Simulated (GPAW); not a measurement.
**GaN (F-43m): how ε∞ follows the gap**

The empty bands of GaN (F-43m) are shifted up rigidly by Δ, and ε∞ is computed for each shift.

It takes space group F-43m (No. 216, cubic). The conventional cell has a = 4.507 Å, b = 4.507 Å, c = 4.507 Å, α = 90.00°, β = 90.00°, γ = 90.00°. Ga on site a has 4 N at 1.95 Å as nearest neighbours. Around N on site d lie 4 Ga at 1.95 Å.

Method: GPAW 26.7.0, LDA, RPA, k-mesh 13×13×13, local fields up to 50 eV, Lorentzian half width 0.15 eV.

Launch of the response step: `OMP_NUM_THREADS=1 python df.py`. The series took 58 s in all, its band step included, on 1 thread of Arm Neoverse V1, with other jobs on the host.

```
Δ (eV)     ε∞
  0.00  5.895
  0.40  5.589
  0.80      ?
  1.20  5.104
  1.60  4.906
  2.00  4.728
```

With one effective transition at E₀ and fixed dipole strength, ε∞ − 1 = A/(E₀ + Δ), so 1/(ε∞ − 1) is linear in Δ.

Working, on the rows shown:

| x = Δ (eV) | y = 1/(ε∞ − 1) |
| --- | --- |
| 0 | 0.20429 |
| 0.4 | 0.217912 |
| 1.2 | 0.243665 |
| 1.6 | 0.256016 |
| 2 | 0.26824 |

Means: x̄ = 1.04, ȳ = 0.23802. Σ(x − x̄)(y − ȳ) = 0.08794, Σ(x − x̄)² = 2.752. Slope = 0.08794 / 2.752 = 0.03196; intercept = ȳ − slope · x̄ = 0.20479. Turned back into ε∞, the line misses the rows shown by at most 0.012.

Task: Fill in the last column of the withheld row.

Result: At x = 0.8 the line gives y = 0.23036, that is 5.341. The run gave 5.330, so the interpolation is off by 0.011, 1.0 % of the range in the table.

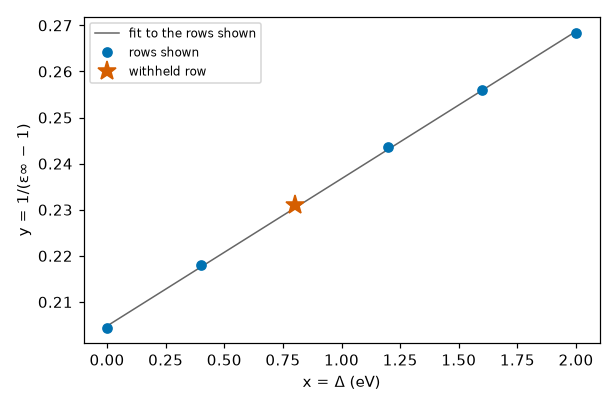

Refitted with all rows, the slope is 0.03191 and the intercept 0.20493. These give E₀ = intercept/slope = 6.4 eV, far above the least direct gap of 1.74 eV: most of the screening comes from transitions well over the edge. Over the first step ε∞ falls by 13 % per eV. Excitons are left out; LDA gaps are as a rule too small. The values come from a sum over the points of one k-mesh and carry its error, which grows as the direct gap shrinks. The local-field cutoff holds few shells of reciprocal vectors for this small cell, so ε∞ can read a few per cent high. Spin-orbit coupling is left out.

[Logs are printed without paths, hosts, clocks, repeated set-up lines and the standing remarks that a program may print on its own settings, such as how far it seeks lower states.]
